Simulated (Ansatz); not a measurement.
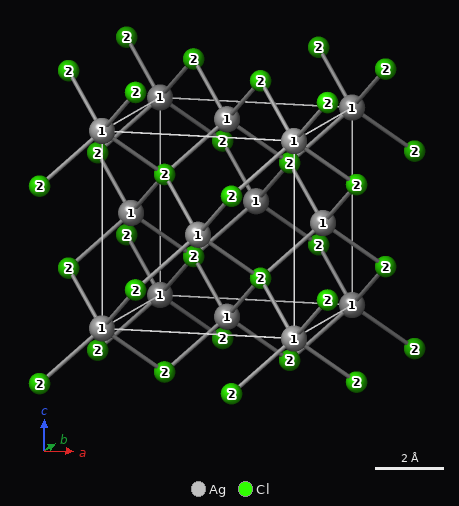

The starting point is solid AgCl (built on the zincblende type) at its r2SCAN-relaxed geometry. The picture is a ball-and-stick view of the conventional cell (4 times the calculation's cell), seen slightly off an axis. Lengths and directions refer to the drawn axes.

Computed with DFT, PBE, plane waves, PAW in Ansatz. Set-up: plane-wave cutoff 420 eV; k-point mesh 8 × 8 × 8; occupations fermi dirac; smearing width 0.02 eV; no spin polarisation.

Change: The cell is strained by +2.5 % along a and none across it (volume +2.5 %). The atoms were relaxed with r2SCAN under that strain, and this is a single point on that geometry.

What is the effect?

It lowers the energy by 3.1 meV per atom. The pressure goes from 1.2 to 0.3 GPa. All forces vanish by symmetry. The band gap goes from 1.25 to 1.27 eV. Among the bonded contacts that change: Ag–Cl 2.592 → 2.614 Å. The space group (tolerance 0.01 Å) goes from F-43m (No. 216) to I-4m2 (No. 119).

The changed structure in the same view:

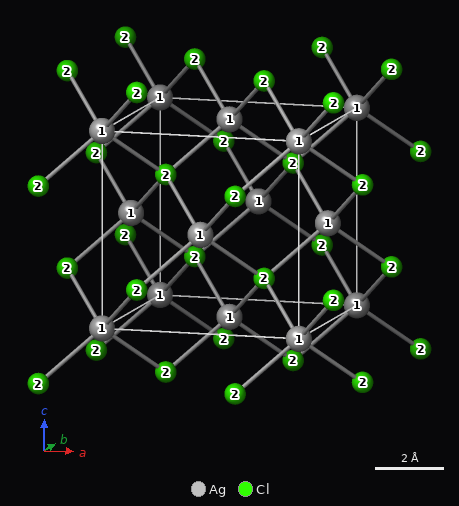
